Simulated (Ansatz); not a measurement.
# Run report: TiO2, geometry relaxation (part 3 of 3)

TiO2 (12 atoms in the cell); DFT r2SCAN, scalar-relativistic, plane waves, PAW, no spin polarisation (Ansatz 0.2.0); cutoff 500 eV, 8×8×8 k-mesh, Gaussian smearing of 0.02 eV. The structure derives from a Materials Project entry. It belongs to a series of runs on one base structure; here: equal strain along all axes, cell held, atoms relaxed: -2.0 %.

Trajectory as extended XYZ, continued:
```
12
Lattice="-4.2619 4.2619 1.8433 4.2619 -4.2619 1.8433 4.2619 4.2619 -1.8433" Properties=species:S:1:pos:R:3:forces:R:3 step=2 energy=-14584.45024
Ti    0.0125    2.4901    0.0000   -0.0080   0.1463   0.0000
Ti    6.0337    0.0125    0.0000   -0.1463  -0.0080   0.0000
Ti   -1.7718    4.2494    1.8433    0.1463   0.0080   0.0000
Ti    4.2494    1.7718    1.8433    0.0080  -0.1463   0.0000
O     1.2895    4.2589    0.0000   -0.0211   0.0023   0.0000
O     2.8910   -2.8828    1.8433   -0.0431   0.0685   0.0000
O     4.2649    1.2895    0.0000   -0.0023  -0.0211   0.0000
O     1.3791    1.3709    0.0000    0.0685   0.0431   0.0000
O     2.8828    2.8910    1.8433   -0.0685  -0.0431   0.0000
O    -0.0030    2.9724    1.8433    0.0023   0.0211   0.0000
O     1.3709    7.1447    0.0000    0.0431  -0.0685   0.0000
O     2.9724    0.0030    1.8433    0.0211  -0.0023   0.0000
12
Lattice="-4.2619 4.2619 1.8433 4.2619 -4.2619 1.8433 4.2619 4.2619 -1.8433" Properties=species:S:1:pos:R:3:forces:R:3 step=3 energy=-14584.45294
Ti    0.0140    2.4940    0.0000   -0.0028  -0.0156   0.0000
Ti    6.0299    0.0140    0.0000    0.0156  -0.0028   0.0000
Ti   -1.7679    4.2479    1.8433   -0.0156   0.0028   0.0000
Ti    4.2479    1.7679    1.8433    0.0028   0.0156   0.0000
O     1.2867    4.2603    0.0000   -0.0039   0.0000   0.0000
O     2.8860   -2.8756    1.8433    0.0005   0.0113   0.0000
O     4.2636    1.2867    0.0000    0.0000  -0.0039   0.0000
O     1.3863    1.3760    0.0000    0.0113  -0.0005   0.0000
O     2.8756    2.8860    1.8433   -0.0113   0.0005   0.0000
O    -0.0016    2.9752    1.8433    0.0000   0.0039   0.0000
O     1.3760    7.1376    0.0000   -0.0005  -0.0113   0.0000
O     2.9752    0.0016    1.8433    0.0039   0.0000   0.0000
12
Lattice="-4.2619 4.2619 1.8433 4.2619 -4.2619 1.8433 4.2619 4.2619 -1.8433" Properties=species:S:1:pos:R:3:forces:R:3 step=4 energy=-14584.45298
Ti    0.0146    2.4938    0.0000   -0.0007  -0.0069   0.0000
Ti    6.0300    0.0146    0.0000    0.0069  -0.0007   0.0000
Ti   -1.7681    4.2474    1.8433   -0.0069   0.0007   0.0000
Ti    4.2474    1.7681    1.8433    0.0007   0.0069   0.0000
O     1.2865    4.2607    0.0000   -0.0001  -0.0006   0.0000
O     2.8859   -2.8748    1.8433    0.0014   0.0049   0.0000
O     4.2632    1.2865    0.0000    0.0006  -0.0001   0.0000
O     1.3872    1.3760    0.0000    0.0049  -0.0014   0.0000
O     2.8748    2.8859    1.8433   -0.0049   0.0014   0.0000
O    -0.0013    2.9754    1.8433   -0.0006   0.0001   0.0000
O     1.3760    7.1367    0.0000   -0.0014  -0.0049   0.0000
O     2.9754    0.0013    1.8433    0.0001   0.0006   0.0000
12
Lattice="-4.2619 4.2619 1.8433 4.2619 -4.2619 1.8433 4.2619 4.2619 -1.8433" Properties=species:S:1:pos:R:3:forces:R:3 step=5 energy=-14584.45299
Ti    0.0152    2.4936    0.0000    0.0017   0.0007   0.0000
Ti    6.0302    0.0152    0.0000   -0.0007   0.0017   0.0000
Ti   -1.7683    4.2467    1.8433    0.0007  -0.0017   0.0000
Ti    4.2467    1.7683    1.8433   -0.0017  -0.0007   0.0000
O     1.2866    4.2611    0.0000   -0.0001  -0.0012   0.0000
O     2.8861   -2.8740    1.8433    0.0006  -0.0005   0.0000
O     4.2628    1.2866    0.0000    0.0012  -0.0001   0.0000
O     1.3879    1.3758    0.0000   -0.0005  -0.0006   0.0000
O     2.8740    2.8861    1.8433    0.0005   0.0006   0.0000
O    -0.0009    2.9754    1.8433   -0.0012   0.0001   0.0000
O     1.3758    7.1360    0.0000   -0.0006   0.0005   0.0000
O     2.9754    0.0009    1.8433    0.0001   0.0012   0.0000
12
Lattice="-4.2619 4.2619 1.8433 4.2619 -4.2619 1.8433 4.2619 4.2619 -1.8433" Properties=species:S:1:pos:R:3:forces:R:3 step=6 energy=-14584.45299
Ti    0.0155    2.4936    0.0000    0.0024   0.0009   0.0000
Ti    6.0302    0.0155    0.0000   -0.0009   0.0024   0.0000
Ti   -1.7683    4.2464    1.8433    0.0009  -0.0024   0.0000
Ti    4.2464    1.7683    1.8433   -0.0024  -0.0009   0.0000
O     1.2866    4.2612    0.0000    0.0001  -0.0013   0.0000
O     2.8863   -2.8739    1.8433   -0.0004  -0.0012   0.0000
O     4.2627    1.2866    0.0000    0.0013   0.0001   0.0000
O     1.3881    1.3756    0.0000   -0.0012   0.0004   0.0000
O     2.8739    2.8863    1.8433    0.0012  -0.0004   0.0000
O    -0.0008    2.9754    1.8433   -0.0013  -0.0001   0.0000
O     1.3756    7.1358    0.0000    0.0004   0.0012   0.0000
O     2.9754    0.0008    1.8433   -0.0001   0.0013   0.0000
12
Lattice="-4.2619 4.2619 1.8433 4.2619 -4.2619 1.8433 4.2619 4.2619 -1.8433" Properties=species:S:1:pos:R:3:forces:R:3 step=7 energy=-14584.45299
Ti    0.0169    2.4937    0.0000    0.0048   0.0008   0.0000
Ti    6.0302    0.0169    0.0000   -0.0008   0.0048   0.0000
Ti   -1.7683    4.2451    1.8433    0.0008  -0.0048   0.0000
Ti    4.2451    1.7683    1.8433   -0.0048  -0.0008   0.0000
O     1.2865    4.2614    0.0000    0.0004  -0.0016   0.0000
O     2.8871   -2.8733    1.8433   -0.0041  -0.0033   0.0000
O     4.2625    1.2865    0.0000    0.0016   0.0004   0.0000
O     1.3887    1.3748    0.0000   -0.0033   0.0041   0.0000
O     2.8733    2.8871    1.8433    0.0033  -0.0041   0.0000
O    -0.0005    2.9754    1.8433   -0.0016  -0.0004   0.0000
O     1.3748    7.1352    0.0000    0.0041   0.0033   0.0000
O     2.9754    0.0005    1.8433   -0.0004   0.0016   0.0000
12
Lattice="-4.2619 4.2619 1.8433 4.2619 -4.2619 1.8433 4.2619 4.2619 -1.8433" Properties=species:S:1:pos:R:3:forces:R:3 step=8 energy=-14584.45300
Ti    0.0186    2.4937    0.0000    0.0066   0.0003   0.0000
Ti    6.0302    0.0186    0.0000   -0.0003   0.0066   0.0000
Ti   -1.7683    4.2434    1.8433    0.0003  -0.0066   0.0000
Ti    4.2434    1.7683    1.8433   -0.0066  -0.0003   0.0000
O     1.2865    4.2615    0.0000    0.0006  -0.0017   0.0000
O     2.8880   -2.8725    1.8433   -0.0066  -0.0049   0.0000
O     4.2624    1.2865    0.0000    0.0017   0.0006   0.0000
O     1.3894    1.3740    0.0000   -0.0049   0.0066   0.0000
O     2.8725    2.8880    1.8433    0.0049  -0.0066   0.0000
O    -0.0005    2.9754    1.8433   -0.0017  -0.0006   0.0000
O     1.3740    7.1345    0.0000    0.0066   0.0049   0.0000
O     2.9754    0.0005    1.8433   -0.0006   0.0017   0.0000
12
Lattice="-4.2619 4.2619 1.8433 4.2619 -4.2619 1.8433 4.2619 4.2619 -1.8433" Properties=species:S:1:pos:R:3:forces:R:3 step=9 energy=-14584.45311
Ti    0.0521    2.4937    0.0000    0.0318   0.0023   0.0000
Ti    6.0301    0.0521    0.0000   -0.0023   0.0318   0.0000
Ti   -1.7682    4.2098    1.8433    0.0023  -0.0318   0.0000
Ti    4.2098    1.7682    1.8433   -0.0318  -0.0023   0.0000
O     1.2865    4.2628    0.0000    0.0087  -0.0048   0.0000
O     2.9041   -2.8584    1.8433   -0.0421  -0.0276   0.0000
O     4.2611    1.2865    0.0000    0.0048   0.0087   0.0000
O     1.4035    1.3579    0.0000   -0.0276   0.0421   0.0000
O     2.8584    2.9041    1.8433    0.0276  -0.0421   0.0000
O     0.0009    2.9754    1.8433   -0.0048  -0.0087   0.0000
O     1.3579    7.1203    0.0000    0.0421   0.0276   0.0000
O     2.9754   -0.0009    1.8433   -0.0087   0.0048   0.0000
12
Lattice="-4.2619 4.2619 1.8433 4.2619 -4.2619 1.8433 4.2619 4.2619 -1.8433" Properties=species:S:1:pos:R:3:forces:R:3 step=10 energy=-14584.45320
Ti    0.0654    2.4939    0.0000    0.0354  -0.0020   0.0000
Ti    6.0300    0.0654    0.0000    0.0020   0.0354   0.0000
Ti   -1.7681    4.1966    1.8433   -0.0020  -0.0354   0.0000
Ti    4.1966    1.7681    1.8433   -0.0354   0.0020   0.0000
O     1.2866    4.2627    0.0000    0.0131  -0.0048   0.0000
O     2.9100   -2.8531    1.8433   -0.0491  -0.0323   0.0000
O     4.2611    1.2866    0.0000    0.0048   0.0131   0.0000
O     1.4089    1.3520    0.0000   -0.0323   0.0491   0.0000
O     2.8531    2.9100    1.8433    0.0323  -0.0491   0.0000
O     0.0008    2.9754    1.8433   -0.0048  -0.0131   0.0000
O     1.3520    7.1150    0.0000    0.0491   0.0323   0.0000
O     2.9754   -0.0008    1.8433   -0.0131   0.0048   0.0000
12
Lattice="-4.2619 4.2619 1.8433 4.2619 -4.2619 1.8433 4.2619 4.2619 -1.8433" Properties=species:S:1:pos:R:3:forces:R:3 step=11 energy=-14584.45323
Ti    0.0972    2.4915    0.0000   -0.0188   0.1011   0.0000
Ti    6.0323    0.0972    0.0000   -0.1011  -0.0188   0.0000
Ti   -1.7704    4.1647    1.8433    0.1011   0.0188   0.0000
Ti    4.1647    1.7704    1.8433    0.0188  -0.1011   0.0000
O     1.2913    4.2545    0.0000   -0.0215   0.0005   0.0000
O     2.9178   -2.8423    1.8433    0.0300   0.0126   0.0000
O     4.2693    1.2913    0.0000   -0.0005  -0.0215   0.0000
O     1.4197    1.3441    0.0000    0.0126  -0.0300   0.0000
O     2.8423    2.9178    1.8433   -0.0126   0.0300   0.0000
O    -0.0074    2.9706    1.8433    0.0005   0.0215   0.0000
O     1.3441    7.1042    0.0000   -0.0300  -0.0126   0.0000
O     2.9706    0.0074    1.8433    0.0215  -0.0005   0.0000
12
Lattice="-4.2619 4.2619 1.8433 4.2619 -4.2619 1.8433 4.2619 4.2619 -1.8433" Properties=species:S:1:pos:R:3:forces:R:3 step=12 energy=-14584.45366
Ti    0.0908    2.4954    0.0000   -0.0105  -0.0549   0.0000
Ti    6.0284    0.0908    0.0000    0.0549  -0.0105   0.0000
Ti   -1.7665    4.1712    1.8433   -0.0549   0.0105   0.0000
Ti    4.1712    1.7665    1.8433    0.0105   0.0549   0.0000
O     1.2870    4.2555    0.0000    0.0194   0.0043   0.0000
O     2.9153   -2.8449    1.8433    0.0191   0.0066   0.0000
O     4.2684    1.2870    0.0000   -0.0043   0.0194   0.0000
O     1.4170    1.3466    0.0000    0.0066  -0.0191   0.0000
O     2.8449    2.9153    1.8433   -0.0066   0.0191   0.0000
O    -0.0064    2.9749    1.8433    0.0043  -0.0194   0.0000
O     1.3466    7.1068    0.0000   -0.0191  -0.0066   0.0000
O     2.9749    0.0064    1.8433   -0.0194  -0.0043   0.0000
12
Lattice="-4.2619 4.2619 1.8433 4.2619 -4.2619 1.8433 4.2619 4.2619 -1.8433" Properties=species:S:1:pos:R:3:forces:R:3 step=13 energy=-14584.45397
Ti    0.0915    2.4939    0.0000    0.0002   0.0017   0.0000
Ti    6.0299    0.0915    0.0000   -0.0017   0.0002   0.0000
Ti   -1.7680    4.1704    1.8433    0.0017  -0.0002   0.0000
Ti    4.1704    1.7680    1.8433   -0.0002  -0.0017   0.0000
O     1.2887    4.2571    0.0000    0.0003   0.0005   0.0000
O     2.9173   -2.8443    1.8433    0.0006  -0.0012   0.0000
O     4.2668    1.2887    0.0000   -0.0005   0.0003   0.0000
O     1.4176    1.3446    0.0000   -0.0012  -0.0006   0.0000
O     2.8443    2.9173    1.8433    0.0012   0.0006   0.0000
O    -0.0049    2.9733    1.8433    0.0005  -0.0003   0.0000
O     1.3446    7.1063    0.0000   -0.0006   0.0012   0.0000
O     2.9733    0.0049    1.8433   -0.0003  -0.0005   0.0000
12
Lattice="-4.2619 4.2619 1.8433 4.2619 -4.2619 1.8433 4.2619 4.2619 -1.8433" Properties=species:S:1:pos:R:3:forces:R:3 step=14 energy=-14584.45397
Ti    0.0915    2.4939    0.0000    0.0002   0.0017   0.0000
Ti    6.0299    0.0915    0.0000   -0.0017   0.0002   0.0000
Ti   -1.7680    4.1704    1.8433    0.0017  -0.0002   0.0000
Ti    4.1704    1.7680    1.8433   -0.0002  -0.0017   0.0000
O     1.2887    4.2571    0.0000    0.0002   0.0005   0.0000
O     2.9173   -2.8443    1.8433    0.0006  -0.0011   0.0000
O     4.2668    1.2887    0.0000   -0.0005   0.0002   0.0000
O     1.4176    1.3446    0.0000   -0.0011  -0.0006   0.0000
O     2.8443    2.9173    1.8433    0.0011   0.0006   0.0000
O    -0.0049    2.9733    1.8433    0.0005  -0.0002   0.0000
O     1.3446    7.1063    0.0000   -0.0006   0.0011   0.0000
O     2.9733    0.0049    1.8433   -0.0002  -0.0005   0.0000
```

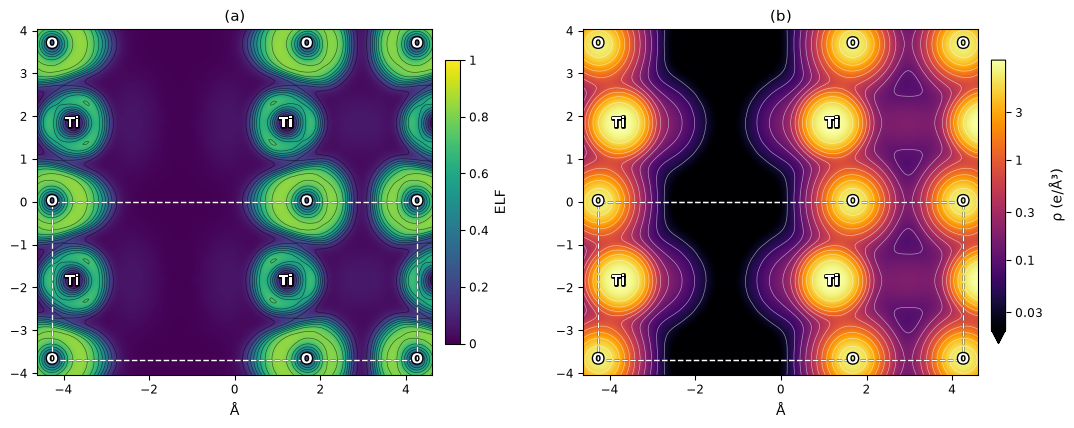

*(a) ELF; (b) valence pseudo-density on the (010) plane of the conventional cell.*

Ti–O (1.91 Å): ρ at the midpoint is about 0.79 e/Å³; the ELF is about 0.20 at the midpoint. Away from the nuclei the density in this plane falls to 0.003 e/Å³ at its lowest. The strong features right at Ti lie inside the PAW spheres (semicore, d or f shells) and say nothing about bonding. The fields are those of the smooth PAW valence density.

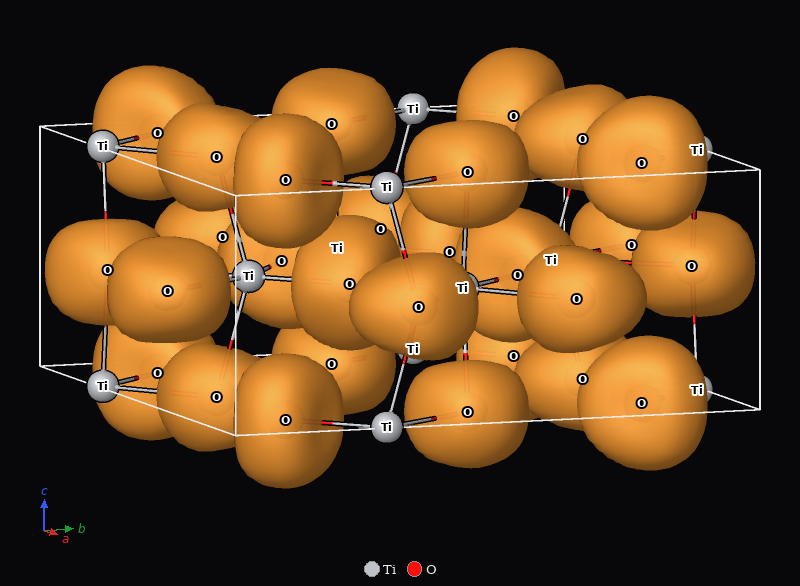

*Isosurface of the ELF at 0.6 (orange), seen slightly off an axis. Core shells and regions of very low density are left out. Sticks mark near contacts. The outline is the cell set on symmetry axes.*

Profiles from the grid: Ti–O (1.75 Å): the ELF is about 0.25 at the midpoint. Ti–O (1.91 Å): the ELF is about 0.20 at the midpoint.

The run was set up as follows.

Input file:
```yaml
crystal:
  lattice:
    - [-4.2619246992, 4.2619246992, 1.8432622413]
    - [4.2619246992, -4.2619246992, 1.8432622413]
    - [4.2619246992, 4.2619246992, -1.8432622413]
  atoms:
    - { symbol: Ti, position: [0.2911432268, 0.0012985253, 0.2924417521] }
    - { symbol: Ti, position: [0.0012985253, 0.7088567732, 0.7101552985] }
    - { symbol: Ti, position: [0.9987014747, 0.2911432268, 0.2898447015] }
    - { symbol: Ti, position: [0.7088567732, 0.9987014747, 0.7075582479] }
    - { symbol: O, position: [0.4994795304, 0.1511885838, 0.6506681142] }
    - { symbol: O, position: [0.1605345341, 0.840209362, 0.0007438961] }
    - { symbol: O, position: [0.1511885838, 0.5005204696, 0.6517090534] }
    - { symbol: O, position: [0.159790638, 0.1605345341, 0.3203251721] }
    - { symbol: O, position: [0.840209362, 0.8394654659, 0.6796748279] }
    - { symbol: O, position: [0.8488114162, 0.4994795304, 0.3482909466] }
    - { symbol: O, position: [0.8394654659, 0.159790638, 0.9992561038] }
    - { symbol: O, position: [0.5005204696, 0.8488114162, 0.3493318857] }
basis:
  ecutwfc: 500
kpoints:
  mp_grid: { grid: [8, 8, 8] }
hamiltonian:
  xc: r2scan
scf:
  occupations: { method: gaussian, width: 0.02 }
output:
  forces: true
  stress: true
  eigenvalues: true
  write_density: true
  write_potential: true
  elf: true
  volumetric_format: npy
relax:
  adjacent_minimum: "off"
  f_tol: 0.008
  max_steps: 40
```

Launch command:
```bash
ansatz run input.yaml --threads 2 --pin off --max-ram 5120MiB --backend cpu --events-out ev --progress --plain --runs-dir out
```

Key numbers:

```csv
quantity,value
outcome,converged
space group (tolerance 0.01 Å),I4/m (87)
electrons treated,96
free energy,−14584.4540 eV
Fermi energy,8.410 eV
gap on the k-point mesh,2.21 eV
pressure,13.79 GPa
final volume,133.92 Å³
largest force (length of the vector) at the end,0.002 eV/Å
final cell,"a = 6.303 Å, b = 6.303 Å, c = 6.303 Å, α = 94.91°, β = 94.91°, γ = 145.99°"
hardware,"2 threads of Intel Xeon (Granite Rapids), 176 GiB of memory available, shared host"
wall time,6 min (CPU time 11 min)
peak memory,1.5 GiB
```

Remarks:

The program warns: the SCF threshold is looser than advised for the printed stress. The cell is under a pressure of 13.8 GPa at this level, so it is not at its equilibrium volume.
